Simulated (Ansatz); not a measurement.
The Ansatz input:

```
crystal:
  lattice:
    - [7.1741418973, 0.0, 0.0]
    - [0.0, 5.0728843847, 0.0]
    - [0.0, 0.0, 25.7103064229]
  atoms:
    - { symbol: Hf, position: [0.25, 0.5, 0.3111592631] }
    - { symbol: Hf, position: [0.75, 0.5, 0.3111592631] }
    - { symbol: O, position: [0.5, 0.75, 0.3111592631] }
    - { symbol: O, position: [0.0, 0.75, 0.3111592631] }
    - { symbol: O, position: [0.5, 0.25, 0.3111592631] }
    - { symbol: O, position: [0.0, 0.25, 0.3111592631] }
    - { symbol: Hf, position: [0.5, 0.0, 0.3809186601] }
    - { symbol: Hf, position: [0.0, 0.0, 0.3809186601] }
    - { symbol: O, position: [0.75, 0.25, 0.3809186601] }
    - { symbol: O, position: [0.25, 0.25, 0.3809186601] }
    - { symbol: O, position: [0.75, 0.75, 0.3809186601] }
    - { symbol: O, position: [0.25, 0.75, 0.3809186601] }
    - { symbol: Hf, position: [0.75, 0.5, 0.4585142265] }
    - { symbol: Hf, position: [0.25, 0.5, 0.4585142265] }
    - { symbol: O, position: [0.0, 0.7477188699, 0.4521239134] }
    - { symbol: O, position: [0.5, 0.7477188699, 0.4521239134] }
    - { symbol: O, position: [0.0, 0.2522811301, 0.4521239134] }
    - { symbol: O, position: [0.5, 0.2522811301, 0.4521239134] }
    - { symbol: Hf, position: [0.0, 0.0, 0.5134233074] }
    - { symbol: Hf, position: [0.5, 0.0, 0.5134233074] }
    - { symbol: O, position: [0.25, 0.2406993057, 0.5231283398] }
    - { symbol: O, position: [0.75, 0.2406993057, 0.5231283398] }
    - { symbol: O, position: [0.25, 0.7593006943, 0.5231283398] }
    - { symbol: O, position: [0.75, 0.7593006943, 0.5231283398] }
    - { symbol: O, position: [0.6249905675, 0.4844148834, 0.6353129226] }
    - { symbol: O, position: [0.5421165155, 0.62837298, 0.5995062704] }
    - { symbol: H, position: [0.5315963158, 0.4671144554, 0.6635272888] }
    - { symbol: H, position: [0.5, 0.5, 0.5729138219] }
basis:
  ecutwfc: 420
kpoints:
  mp_grid: { grid: [2, 3, 1] }
hamiltonian:
  xc: pbe
  dispersion: d3bj
scf:
  occupations: { method: gaussian, width: 0.05 }
output:
  forces: true
  eigenvalues: true
  write_density: true
  write_potential: true
  elf: true
  volumetric_format: npy
relax:
  adjacent_minimum: "off"
  f_tol: 0.04
  max_steps: 100
  constraints: [{ sites: [0, 1, 2, 3, 4, 5, 6, 7, 8, 9, 10, 11] }]
efield:
  axis: 3
  dipole_correction: true
  ramp_width: 0.04
```

Command:
```bash
ansatz run input.yaml --threads 4 --pin off --max-ram 10240MiB --backend cpu --events-out ev --progress --plain --runs-dir out
```

What does the potential across the slab give for the band edges against vacuum?

From the vacuum level at the right face the ionisation potential is 4.50 eV and the electron affinity 2.82 eV; at the left face they are 3.52 and 1.84 eV. The slab's gap, their difference before rounding, is 1.68 eV. The vacuum level is 0.99 eV higher at the right than at the left, so the slab carries a dipole along its normal; the ramp in the vacuum, at or near the edge of the plot, is the dipole correction that keeps each side flat. Some atoms were held fixed in the relaxation, which can itself make the faces differ. The outermost atoms are 8.2 Å apart, which leaves 17.5 Å of vacuum in a cell 25.7 Å high.

Spin-orbit coupling is left out, which matters for Hf.

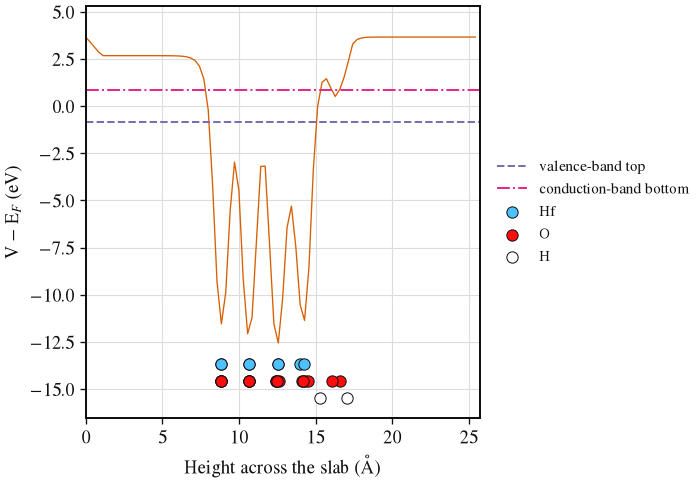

Plane-averaged electrostatic potential energy of an electron across the slab; circles at the bottom mark the heights of the atoms (positions after relaxation).
